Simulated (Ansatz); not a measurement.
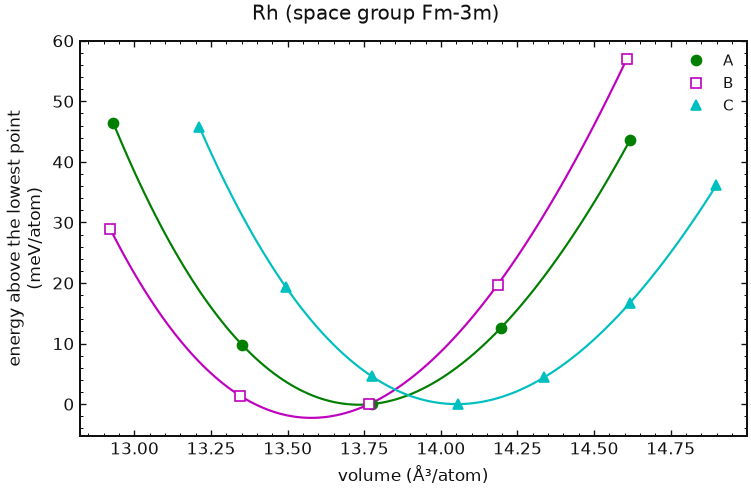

Plotted: energy above the lowest point against volume, with one curve for each functional, for Rh (space group Fm-3m). The labels are replaced by letters. In alphabetical order the cases are: HSE06; PBE; r2SCAN.

How it was computed, with Ansatz 0.2.0 development build: equation of state of a cubic crystal from periodic Kohn-Sham density functional theory without spin, third-order Birch-Murnaghan fit to the free energies; pressure corrected for the finite basis.

```csv
setting,value
structure type,fcc
atoms in cell,1
space group number,225
lattice centring,face-centred primitive
occupation method,Fermi–Dirac
datasets,soft-1 PAW
density tolerance,1e-07 eV
bands,13
density cutoff ratio,4
search for lower states,default
```

Which letter stands for which functional?

A: r2SCAN; B: HSE06; C: PBE.

Note: coarse k-mesh, values are not converged in k (HSE06); modest k-mesh, values are not fully converged in k (r2SCAN).
